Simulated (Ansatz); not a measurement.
**Monolayer SnS2: images, spectra and barriers**

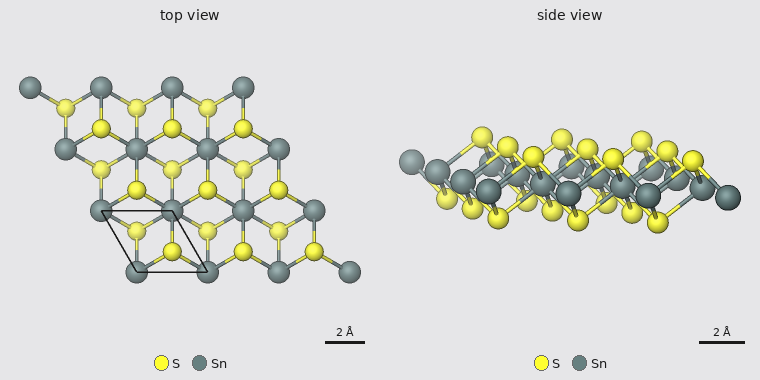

The relaxed structure from above and from the side.

Computed with Ansatz, DFT PBE+D3(BJ), scalar-relativistic, plane waves, PAW. Cutoff 420 eV, 33 × 33 k-points, Gaussian smearing 0.05 eV, dipole correction. No spin polarisation. Spin–orbit coupling is left out; with Sn it can shift levels and gaps.

Images follow the Tersoff–Hamann model: the current is the local density of the sample's states between the Fermi level and the bias, at the tip's centre. Zero bias is put in the middle of the gap by convention. Bias windows are sharp sums over the levels of the k mesh.

```xyz
3
Lattice="3.6653 0.0000 0.0000 -1.8326 3.1742 0.0000 0.0000 0.0000 22.9681" Properties=species:S:1:pos:R:3 pbc="T T T"
S     0.0000    2.1161   10.0000
Sn    0.0000    0.0000   11.4840
S     1.8326    1.0581   12.9681
```

The last single point, restarted from the relaxation's density, took 66 s on 1 thread of Arm Neoverse V1, on a shared host, peak memory 0.69 GiB.

## 1. One image

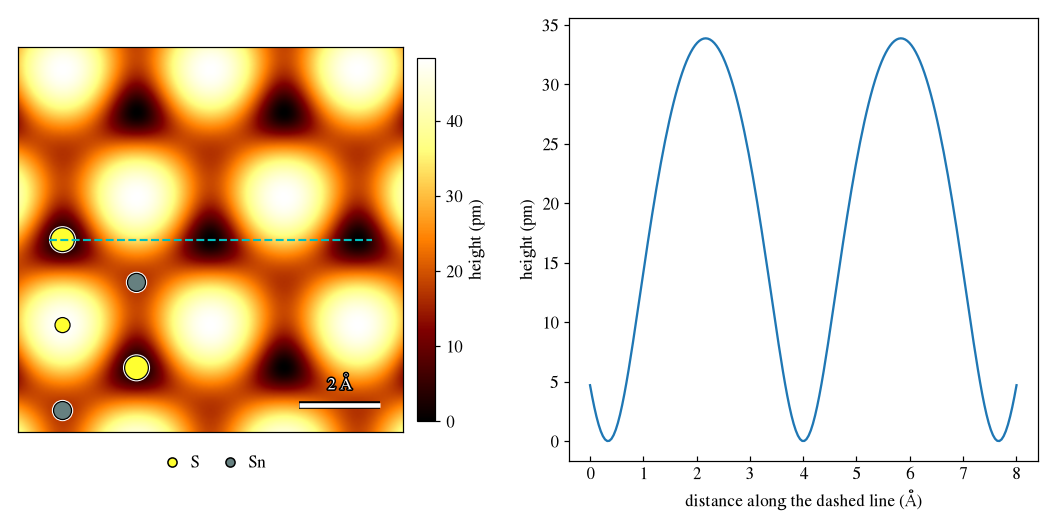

Constant-current image at a set point of 1.7 × 10⁻⁷ e/Å³ of this surface, sample bias +1.40 V. The atoms seen from above are drawn over one corner (deeper ones smaller). The right panel is the profile along the dashed line.

What lies under the maxima and minima of this image?

Answer. The brightest spots lie over the sites above the S atoms 3.0 Å below the top plane; the darkest points are over the top S atoms. The corrugation is 48 pm at a mean tip height of 4.5 Å.

## 2. Approach curves

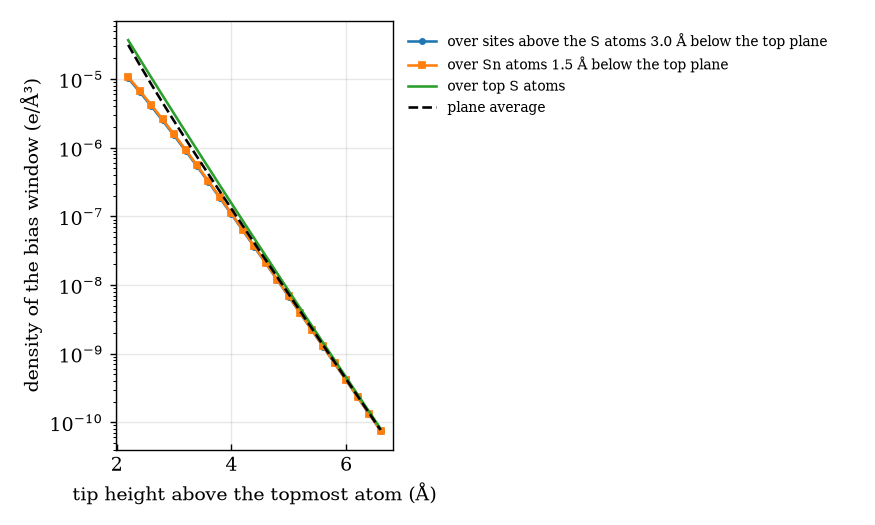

Approach curves over this surface at a sample bias of −1.05 V.

Estimate the decay constant and the apparent barrier, and compare with the vacuum level, which the run puts 5.98 eV above zero bias.

Answer. Near 4 Å the plane average falls as exp(−2.89 z/Å), a factor of 18 per ångström, which gives an apparent barrier of 8.0 eV (0.952 eV Å² times the slope squared). The highest filled states lie 6.77 eV under the vacuum level. The apparent barrier is above 6.77 eV. The value exceeds even the 7.03 eV between the vacuum level and the deepest states of the window, so their depth alone doesn't explain it. States away from the zone centre decay faster, since their momentum along the surface adds to the barrier, and that may account for the rest.

## 3. Barrier map

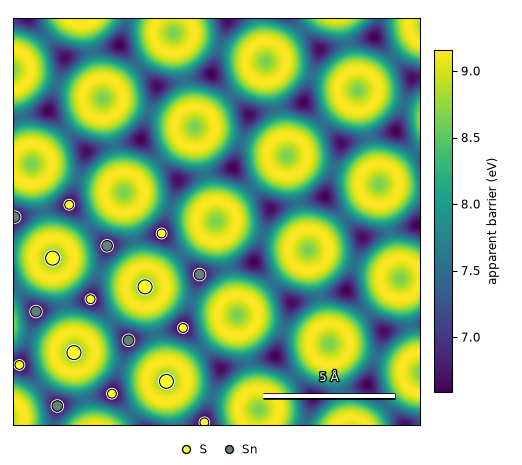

Map of the apparent barrier height, 0.952 eV Å² × (d ln I/dz)², 3.4 Å above this surface at −1.05 V; lighter colours are higher.

Where is the apparent barrier highest and lowest, and over what range?

Answer. It is highest, 9.2 eV, over points just beside the top S atoms, and lowest, 6.6 eV, over the sites above the S atoms 3.0 Å below the top plane and the Sn atoms 1.5 Å below the top plane. The vacuum level lies 5.98 eV above zero bias, 6.77 eV above the highest filled states. The high values lie on or round the bright spots: there the density falls fastest, as the corrugation dies out with height.

## 4. Bias series

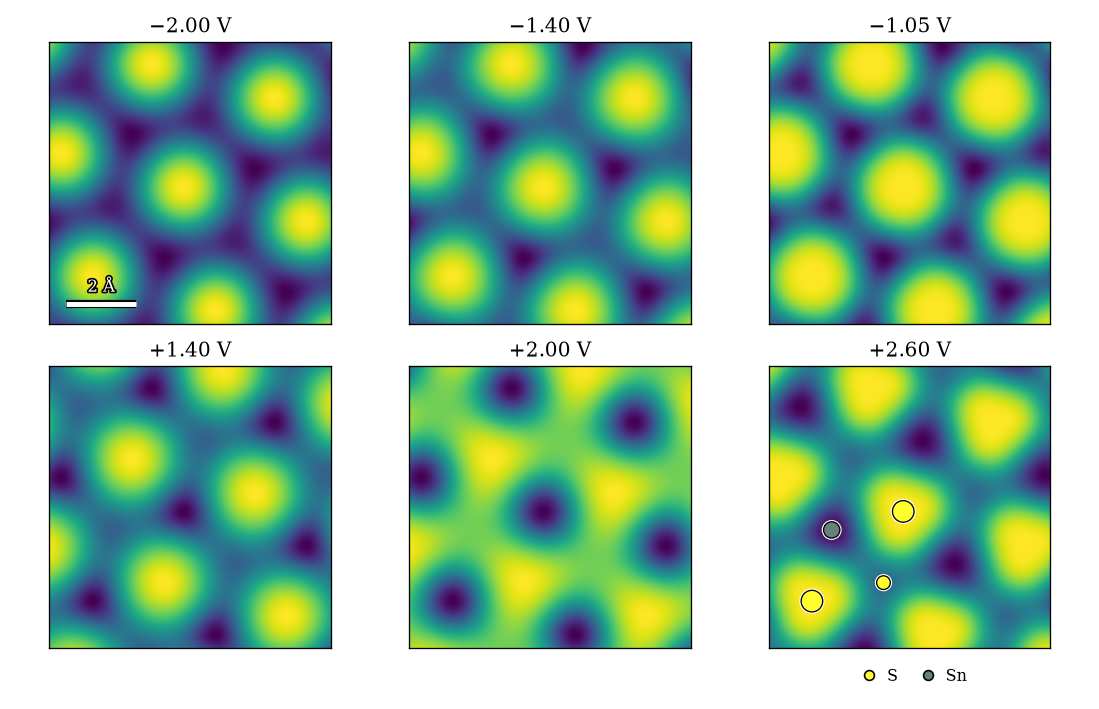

Constant-current images of this surface at 6 sample biases, each on its own colour scale; the last has the atoms seen from above drawn over one corner (deeper ones smaller).

How do the images change with bias?

Answer.
| bias | set point (e/Å³) | corrugation | brightest over |
| --- | --- | --- | --- |
| −2.00 V | 3.0 × 10⁻⁵ | 34 pm | top S atoms |
| −1.40 V | 1.6 × 10⁻⁵ | 51 pm | top S atoms |
| −1.05 V | 5.5 × 10⁻⁷ | 18 pm | top S atoms |
| +1.40 V | 3.0 × 10⁻⁶ | 49 pm | sites above the S atoms 3.0 Å below the top plane |
| +2.00 V | 1.6 × 10⁻⁵ | 14 pm | sites above the S atoms 3.0 Å below the top plane |
| +2.60 V | 2.9 × 10⁻⁵ | 4 pm | top S atoms |

The weakest contrasts here depend on the k mesh and on the tip.

On its k mesh the sheet has a gap of 1.58 eV, inside which this model gives no current; semilocal functionals usually make such gaps too small.
